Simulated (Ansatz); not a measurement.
**Al (slab): density, localisation and related maps**

The calculation's input:

```
crystal:
  lattice:
    - [2.8221979706, 0.0, 0.0]
    - [-1.4110989853, 2.4440951371, 0.0]
    - [0.0, 0.0, 33.5241186671]
  atoms:
    - { symbol: Al, position: [0.3333333333, 0.6666666667, 0.2237195279] }
    - { symbol: Al, position: [0.0, 0.0, 0.2927896459] }
    - { symbol: Al, position: [0.6666666667, 0.3333333333, 0.3618597639] }
    - { symbol: Al, position: [0.0, 0.0, 0.430929882] }
    - { symbol: Al, position: [0.3333333333, 0.6666666667, 0.5] }
    - { symbol: Al, position: [0.0, 0.0, 0.569070118] }
    - { symbol: Al, position: [0.6666666667, 0.3333333333, 0.6381402361] }
    - { symbol: Al, position: [0.0, 0.0, 0.7072103541] }
    - { symbol: Al, position: [0.3333333333, 0.6666666667, 0.7762804721] }
basis:
  ecutwfc: 500
kpoints:
  mp_grid: { grid: [12, 12, 1] }
hamiltonian:
  xc: r2scan
scf:
  occupations: { method: gaussian, width: 0.1 }
output:
  forces: true
  stress: true
  eigenvalues: true
  write_density: true
  write_potential: true
  elf: true
  volumetric_format: npy
efield:
  axis: 3
  dipole_correction: true
  ramp_width: 0.04
```

Launched as:

```sh
ansatz run input.yaml --threads 1 --pin off --max-ram 2560MiB --backend cpu --events-out ev --progress --plain --runs-dir out
```

Computed without spin polarisation.

Computed with DFT r2SCAN, scalar-relativistic, plane waves, PAW in Ansatz 0.2.0.

The density is the valence pseudo-density of a PAW calculation; it isn't the true density close to the nuclei.

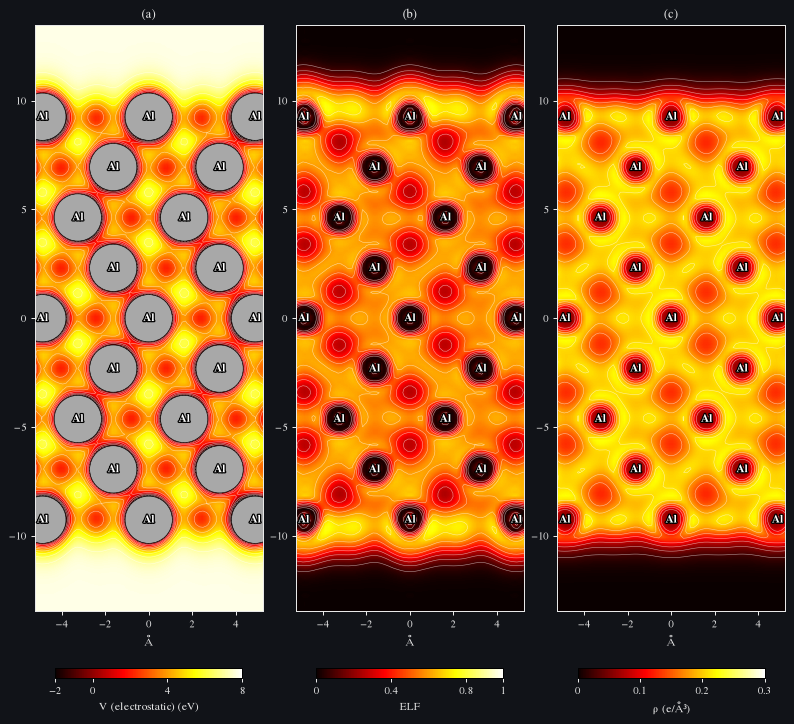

Figure 1. (a) electrostatic potential (local pseudopotential plus Hartree) felt by an electron; (b) electron localisation function; (c) valence charge density (pseudo) on the (110) plane of the calculation cell, a cut from vacuum to vacuum. Grey discs cover the atomic cores in the potential map.

> Interpret the plot.

The section cuts through Al sites.
Al–Al (2.83 Å): the density is about 0.21 e/Å³ at the midpoint; the ELF peaks at about 0.65 between the atoms.
The density dies away to nearly zero in the vacuum.
Outside the cores the potential energy rises away from the atoms and is highest in the vacuum; its zero is arbitrary.

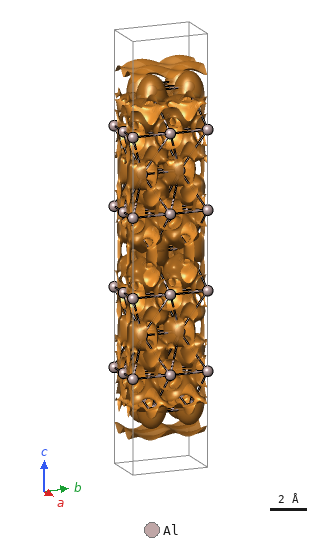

Figure 2. Isosurface of the ELF at 0.55 (orange), seen slightly off an axis. Core shells and regions of very low density are left out. Sticks mark near contacts.

> Where are the electrons localised?

The ELF exceeds this value in sheets that run through the cell in two directions, counted in one cell of 9 atoms. Counts are for one cell; the picture repeats the cell along the surface. There are no localised bonds or lone pairs at this value. Along the contacts the grid gives the following. Al–Al (2.82 Å): the ELF peaks at about 0.70 between the atoms.

> Does the calculation give a band gap?

It is gapless in this calculation (a metal or semimetal).
